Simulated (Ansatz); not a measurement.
**CsPbCl3: 6 runs along one coordinate**

System: CsPbCl3 (5 atoms in the cell).
Method: DFT PBEsol, scalar-relativistic, plane waves, PAW, no spin polarisation (Ansatz 0.2.0).

The 6 runs differ only in the geometry, by a strain of the cell at fixed fractional positions. Against run 3, the strain is εxx = −0.93 η and εyy = η. The structure derives from a Materials Project entry.

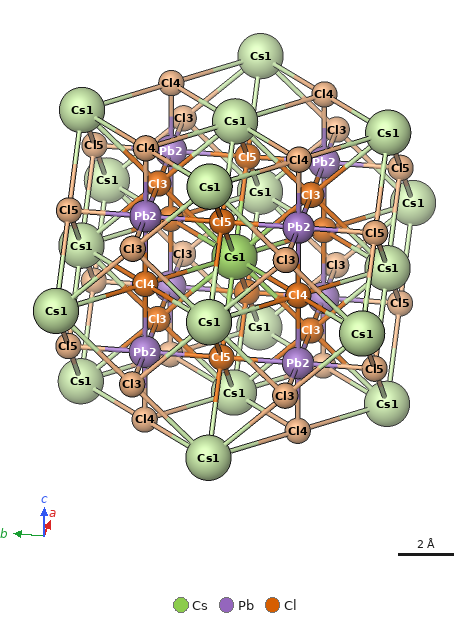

Figure 1. The structure of run 3 (ball-and-stick view of the cell of the calculation, seen at an oblique angle; neighbours outside the cell are drawn fainter; atoms are numbered from 1 in the order of the input).

**Input of run 3**
```yaml
crystal:
  lattice:
    - [4.1222007512, 2.2079088666, 3.2437951379]
    - [-4.1222007512, 2.2079088666, 3.2437951379]
    - [0.0, -4.4158177332, 3.2437951379]
  atoms:
    - { symbol: Cs, position: [0.5, 0.5, 0.5] }
    - { symbol: Pb, position: [0.0, 0.0, 0.0] }
    - { symbol: Cl, position: [0.5, 0.0001652038, 0.9998347962] }
    - { symbol: Cl, position: [0.0001652038, 0.9998347962, 0.5] }
    - { symbol: Cl, position: [0.9998347962, 0.5, 0.0001652038] }
basis:
  ecutwfc: 420
kpoints:
  mp_grid: { grid: [6, 6, 6] }
hamiltonian:
  xc: pbesol
scf:
  occupations: { method: gaussian, width: 0.05 }
output:
  forces: true
  stress: true
  eigenvalues: true
```

Command:
```bash
ansatz run input.yaml --threads 1 --pin off --max-ram 2560MiB --backend cpu --events-out ev --progress --plain --runs-dir out
```

Lattice vectors (Å) and fractional positions of run 3:
```
   4.122201    2.207909    3.243795
  -4.122201    2.207909    3.243795
   0.000000   -4.415818    3.243795
Cs  0.500000  0.500000  0.500000
Pb  0.000000  0.000000  0.000000
Cl  0.500000  0.000165  0.999835
Cl  0.000165  0.999835  0.500000
Cl  0.999835  0.500000  0.000165
```

Run 5 differs from it as follows:
```diff
-    - [4.1222007512, 2.2079088666, 3.2437951379]
-    - [-4.1222007512, 2.2079088666, 3.2437951379]
-    - [0.0, -4.4158177332, 3.2437951379]
+    - [3.5262199197, 2.5519985601, 3.2437951379]
+    - [-3.5262199197, 2.5519985601, 3.2437951379]
+    - [0.0, -5.1039971202, 3.2437951379]
```

**Results, with one run withheld**

| run | strain parameter η (%) | free energy per atom, from the lowest run given (meV) | pressure (GPa) | gap on the mesh (eV) |
| --- | --- | --- | --- | --- |
| 1 | −11.6883 | 136.97 | 1.77 | 0.62 |
| 2 | −7.7922 | 69.02 | 0.96 | 1.01 |
| 3 | 0.0000 | 0.00 | 0.10 | 1.61 |
| 4 | 11.6883 | 19.36 | 0.39 | 1.42 |
| 5 | 15.5844 | ? | ? | ? |
| 6 | 19.4805 | 100.12 | 1.67 | 1.00 |

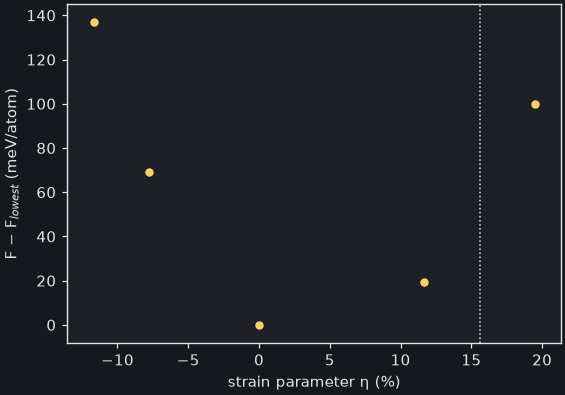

Figure 2. Free energy per atom of the runs given; the dotted line marks run 5.

What should run 5 give?

A cubic polynomial in the coordinate, fitted to the 5 runs given, misses them by at most 1.27 meV per atom. With x = η − 2.3377, it reads F = −8.0697 − 1.7264 x + 0.54681 x² − 0.004579 x³ (meV per atom). At run 5 it gives 54.37 meV per atom, and the run itself gives 52.31. The fit has its minimum at η = 3.9489 %. So low a polynomial doesn't follow these energies more closely. The gap on the mesh lies between 0.62 eV (run 1) and 1.61 eV (run 3); run 5 has 1.21 eV. These are gaps of this functional on this mesh, which can miss the band edges; they aren't the measured gap.

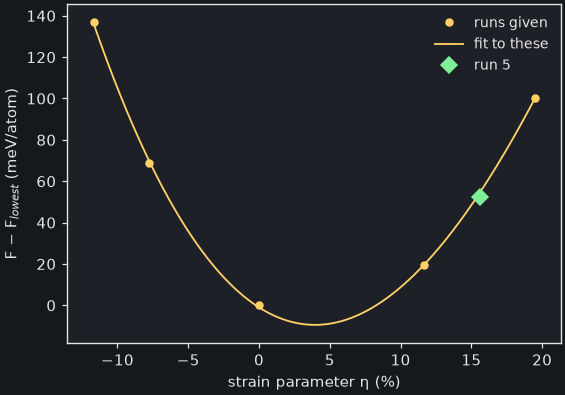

Figure 3. The fit and the withheld run.

**Output, shortened to warnings, some set-up lines, iterations and results (run 5)**
```
Basis set: ecut = 420 eV, 3397 PW (Γ), exchange–correlation on 80×80×90 points (8 copies of the dense FFT grid, shifted against one another)
Symmetry: 2 space group operations
k-points: 68 of 216 (time reversal used)
Initial density: superposition of atomic densities (neutral atoms: chi_scale 0, normalization atom), corrected by the library's trained network
[...]
SCF iter   1: F=—  HF=-20530.333238 eV  |F-HF|=—  |Δ(HF+E_count)|=         —  Δρ=3.24e-3  dr2=2.95e-2  ethr=1.77e-3  ⟨swp⟩=7.7  Hψ=9967  notcnv=0
SCF iter   2: F=—  HF=-20530.324599 eV  |F-HF|=—  |Δ(HF+E_count)|=   8.64e-3  Δρ=1.06e-3  dr2=2.44e-3  ethr=6.70e-5  ⟨swp⟩=2.1  Hψ=3091  notcnv=0  defer=26
SCF iter   3: F=—  HF=-20530.324301 eV  |F-HF|=—  |Δ(HF+E_count)|=   2.99e-4  Δρ=3.68e-4  dr2=2.16e-4  ethr=5.55e-6  ⟨swp⟩=2.1  Hψ=3074  notcnv=0
SCF iter   4: F=—  HF=-20530.324391 eV  |F-HF|=—  |Δ(HF+E_count)|=   9.05e-5  Δρ=6.74e-5  dr2=1.33e-5  ethr=4.91e-7  ⟨swp⟩=2.5  Hψ=3066  notcnv=0
SCF iter   5: F=—  HF=-20530.324432 eV  |F-HF|=—  |Δ(HF+E_count)|=   4.05e-5  Δρ=2.00e-5  dr2=1.05e-6  ethr=3.02e-8  ⟨swp⟩=2.1  Hψ=2887  notcnv=0
SCF iter   6: F=-20530.324434 eV  HF=-20530.324434 eV  |F-HF|=5.91e-8  |Δ(HF+E_count)|=   1.98e-6  Δρ=3.25e-6  dr2=3.45e-8  ethr=2.27e-10  ⟨swp⟩=8.5  Hψ=9333  notcnv=0
SCF 1 converged in 6 iterations: F = -20530.324434 eV  dr2 = 3.45e-8
SCF converged after 6 iterations
Free energy (F): -20530.324434 eV
Harris-Foulkes:  -20530.324434 eV  (|F-HF|=5.91e-8)
Internal energy: -20530.324434 eV  (E = F + TS)
E sigma→0 (E₀):  -20530.324434 eV
Fermi energy:    4.700813 eV
--- Per-component energies (eV) ---
  E_band       = -235.809557
  E_kinetic    = 912.591560
  E_local      = -2675.428590  (includes V_loc(G=0)·N_el)
  E_nonlocal   = 470.401657
  E_hartree    = 1012.080324
  E_xc         = -710.803755
  E_vxc        = -624.129372  (∫ρ·V_xc dr)
  E_paw        = -17161.332615  (= ΣΔE_a)
  E_vpaw       = -343.406793  (= ΣTr[D̂ρ^β])
  E_aug_tail   = 0.000325  (compensation charges beyond the density's cutoff)
  E_ewald      = -2378.274913
  E_core_change = 0.441573  (= ΣΔE_core)
  E_smearing   = -0.000000  (= −TS)
  E_closure    = -0.000000  (closes the sum)
  Σ components = -20530.324434   (vs F -20530.324434, Δ=0.00e0)
--- Forces (eV/Å), atoms counted from 1 ---
  atom   1  Cs     0.00091517     0.00000000     0.00000000
  atom   2  Pb     0.00117009     0.00000000     0.00000000
  atom   3  Cl    -0.00033920     0.00071170     0.00022168
  atom   4  Cl    -0.00140673     0.00000000     0.00000000
  atom   5  Cl    -0.00033920    -0.00071170    -0.00022168
  max |Σ_I F_I| component: 1.33e-7 eV/Å
--- Stress (GPa, compression-positive) ---
        3.240637       0.000000       0.000000
        0.000000      -1.344081       1.838084
        0.000000       1.838084       0.809976
  P = ⅓ Tr σ = 0.9022 GPa (9.022 kbar)
```

Notes: Spin–orbit coupling is left out, which matters for Pb.
